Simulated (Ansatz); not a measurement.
MgO (space group P6_3mc, No. 186). Coordinates: the end point of a relaxation with Ansatz, DFT PBE, scalar-relativistic, plane waves, PAW.

```
Mg O
1.0
     3.31509    0.00000    0.00000
    -1.65754    2.87095    0.00000
     0.00000    0.00000    5.11813
Mg O
2 2
Direct
  0.33333 0.66667 0.00618
  0.66667 0.33333 0.50618
  0.33333 0.66667 0.39842
  0.66667 0.33333 0.89842
```

Describe the stacking along c, with columns A (0, 0), B (1/3, 2/3), C (2/3, 1/3) of the hexagonal mesh.

Mg(B) – O(B) – Mg(C) – O(C) (four layers in 5.12 Å).

O layers alone: BC, the hexagonal close-packed type.

Mg: two tetrahedral sites in each hexagonal cell.

Polytype symbol 2H, the symbol of a tetrahedral polytype (number of double layers in the repeat and lattice).

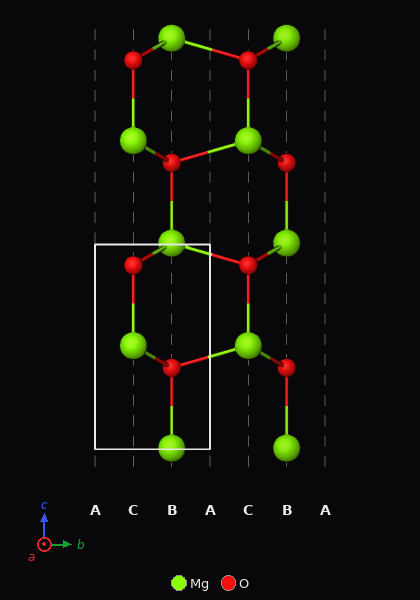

Projection along an edge of the hexagonal mesh, stacking direction c upwards. The dashed lines mark the three columns A (0, 0), B (1/3, 2/3) and C (2/3, 1/3). The sequence starts with the first layer at or above the cell's origin.
